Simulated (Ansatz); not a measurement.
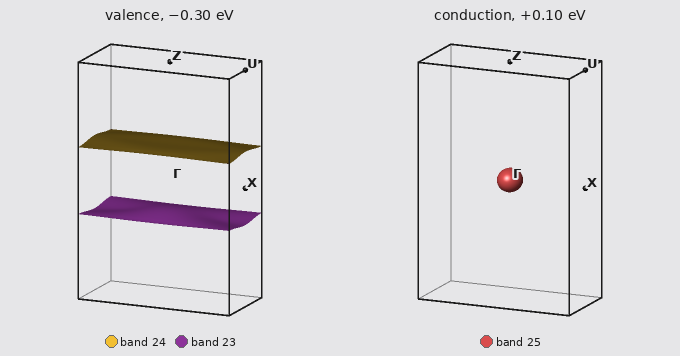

Al2O3 (space group Pnnm, No. 58): constant-energy surfaces at both band edges (energies from each edge).

The calculation used DFT PBE, scalar-relativistic, plane waves, PAW; levels and slopes on a dense k mesh at the converged density (Ansatz). No spin polarisation. k mesh for the levels: 18×10×26. Cell and positions as given, without relaxation. The cell comes from a database of computed structures, not from a measurement.

Masses come from a second pass at points close to the extrema; at the energies drawn a band may no longer be parabolic.

Is the gap direct or indirect, and how large does the calculation make it?

The gap is direct, 3.52 eV at this level of theory (semilocal functionals give gaps that are too small, and can reorder valleys that lie close).

Give the valleys and their effective masses.

Valence band (extrema up to 0.30 eV from the edge): one maximum at Γ, nearly flat in two directions, with mass 1.04 mₑ across. Band 24 forms the valence edge; band 23 begins 0.02 eV lower (at S). The surfaces also take in S, X and Y, where this band lies 0.02, 0.02 and 0.03 eV below its edge, so they needn't be separate pockets.
Conduction band (extrema up to 0.10 eV from the edge): one minimum at Γ, principal masses 0.39, 0.43 and 0.53 mₑ. Band 25 forms the conduction edge.

Where one band's surface lies inside another's, the outer one hides all or part of it.
